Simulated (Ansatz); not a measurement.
# Fermi surface of HfN (space group P6_3/mmc, No. 194)

```
CELL_PARAMETERS angstrom
3.13391 0.00000 0.00000
-1.56695 2.71404 0.00000
0.00000 0.00000 5.41677
ATOMIC_POSITIONS crystal
Hf 0.66667 0.33333 0.75000
Hf 0.33333 0.66667 0.25000
N 0.00000 0.00000 0.00000
N 0.00000 0.00000 0.50000
```

Method: DFT PBE, scalar-relativistic, plane waves, PAW; levels and slopes on a dense k mesh at the converged density (Ansatz 0.2.0). No spin polarisation. Mesh 36×36×16, interpolated with the band slopes. Unrelaxed database geometry (residual pressure 6 GPa). The cell comes from a database of computed structures, not from a measurement.

Part 1: The sheets

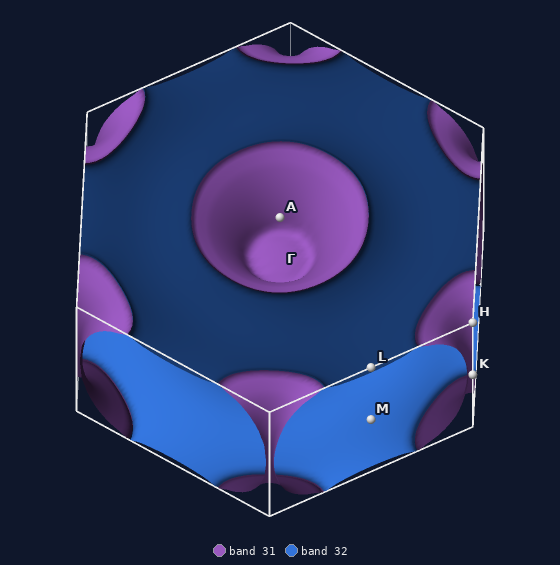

Fermi surface of this crystal. Each colour is one band. The brighter face of a sheet looks towards empty states.

> Summarise the topology of this Fermi surface.

Two bands cross the Fermi level.

Band 31: one hole pocket centred at A (6.0 % of the zone) and two open hole tubes parallel to Γ–A.
Band 32: one electron pocket in a ring or shell around Γ (0.82 % of the zone) and an open sheet between a empty part that runs through the repeated zones in all directions and a filled one that does so in two.
A pocket cut by a face of the zone is counted once with the part on the opposite face.

> How large are the density of states and the plasma frequency?

The density of states at the Fermi level is 0.91 states/eV per primitive cell. The intraband plasma frequencies along the cartesian axes x, y and z of the cell as given are 3.6, 3.6 and 6.3 eV.

Part 2: Weight on the atoms

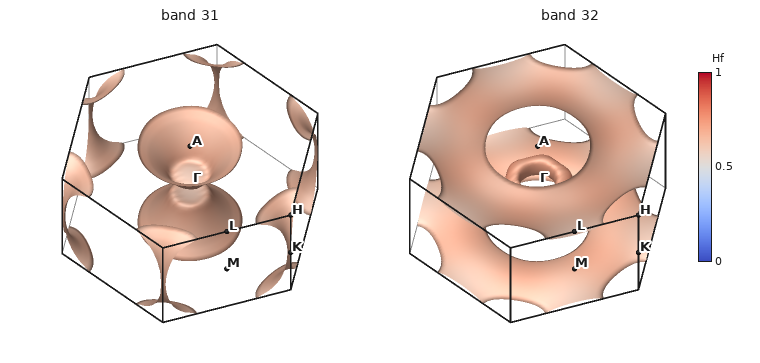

Fermi surface of this crystal, coloured by the weight of the states on Hf (Voronoi cells).

> How much Hf character do the sheets have, and what else?

Band 31: Hf (65 %) and N (35 %). Band 32: Hf (66 %) and N (34 %).

Part 3: Cuts and bands

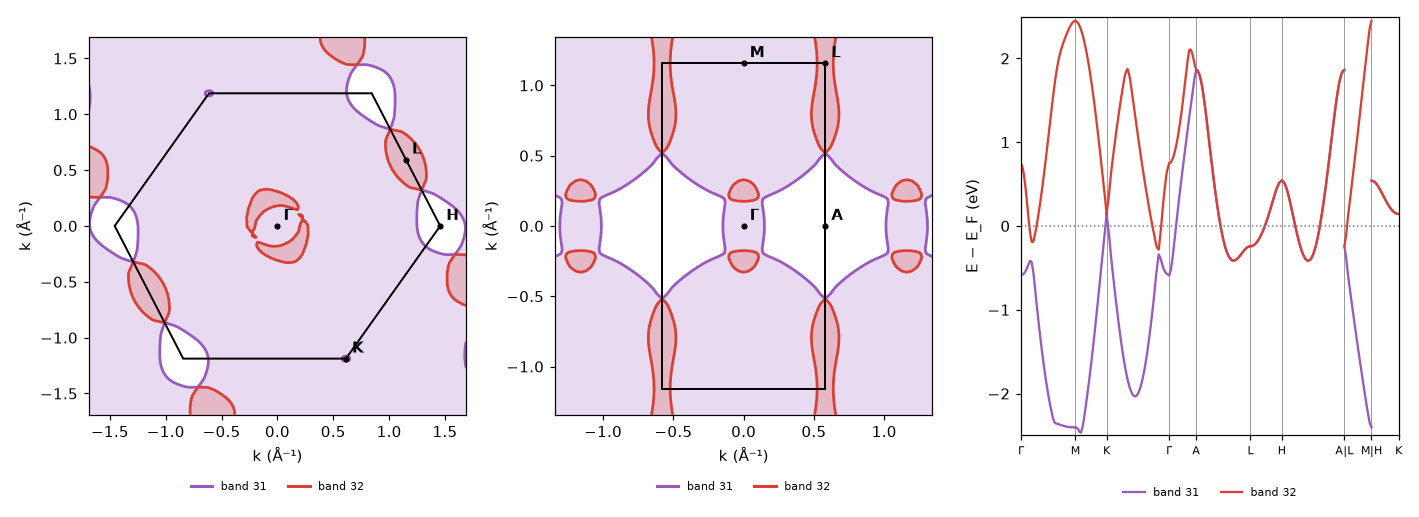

This crystal: cuts through the Fermi surface in the plane through Γ, H and L and the plane through Γ, A and M, filled states shaded, and the bands that cross the Fermi level.

> Give each band's level at the labelled points, in eV from the Fermi level.

```json
{"band": "band 31", "Γ": "−0.59", "A": "+1.86", "K": "+0.14", "H": "+0.54", "M": "−2.40", "L": "−0.24"}
{"band": "band 32", "Γ": "+0.75", "A": "+1.86", "K": "+0.14", "H": "+0.54", "M": "+2.45", "L": "−0.24"}
```

Negative values are filled states.

Spin-orbit coupling is left out; with Hf it can split, shift or remove sheets. Necks and pockets thinner than about two mesh steps aren't resolved, so separate pockets may in truth be joined.

Cost: 100 s on 1 thread of Arm Neoverse V2, with other jobs on the host, peak memory 1 GiB.
